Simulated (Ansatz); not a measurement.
```yaml
crystal:
  lattice:
    - [-1.40015, 1.40015, 1.40015]
    - [-2.80030, -2.80030, 0.00000]
    - [1.40015, -1.40015, 1.40015]
  atoms:
    - { symbol: Ni, position: [0.70985, 0.75000, 0.64874] }
    - { symbol: Ni, position: [0.29015, 0.25000, 0.35126] }
```

Space group P2₁/m; a point of a scan over the structure, not its minimum; a structure from a database of computed crystals, not necessarily the ambient phase; not relaxed (largest force 1.4 eV/Å); computed pressure about 6 GPa in this cell; the SCF solution may not be the lowest one; PAW files of the earlier set (soft_1); spin-polarised.

These are results of Ansatz, DFT PBE, scalar-relativistic, plane waves, PAW, not measurements.

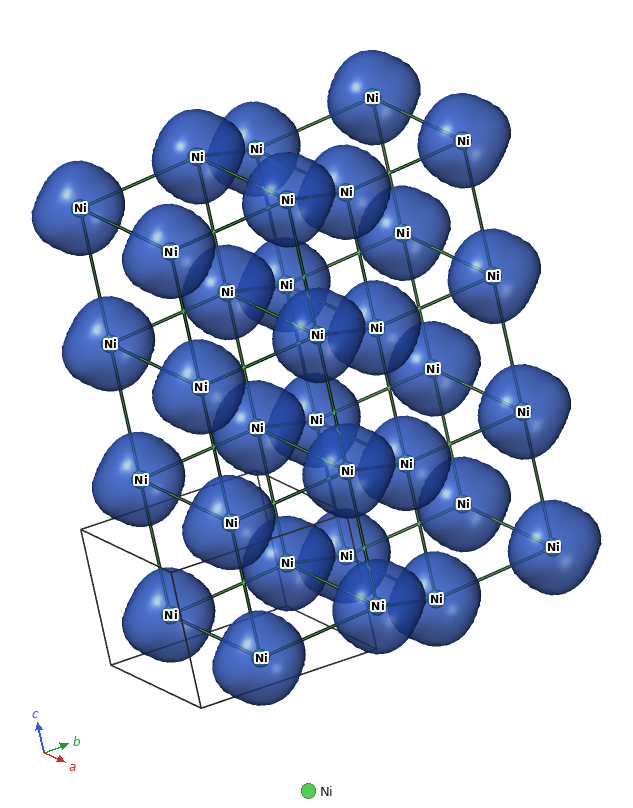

Ni. Isosurfaces of the magnetisation density (up minus down) at +0.04 (blue) and −0.04 e/Å³ (red), seen at an oblique angle. Sticks mark near contacts.

In a PAW calculation such maps are meaningful between the atoms, not at the nuclei.

Describe the spin distribution.

The spin density sits on Ni: +0.6 μB (×2) in one cell of 2 atoms: parallel moments (a ferromagnetic arrangement) in this solution. The cell of the calculation (2 atoms) carries 1.2 μB of net spin moment. Only one sign reaches the isovalue.
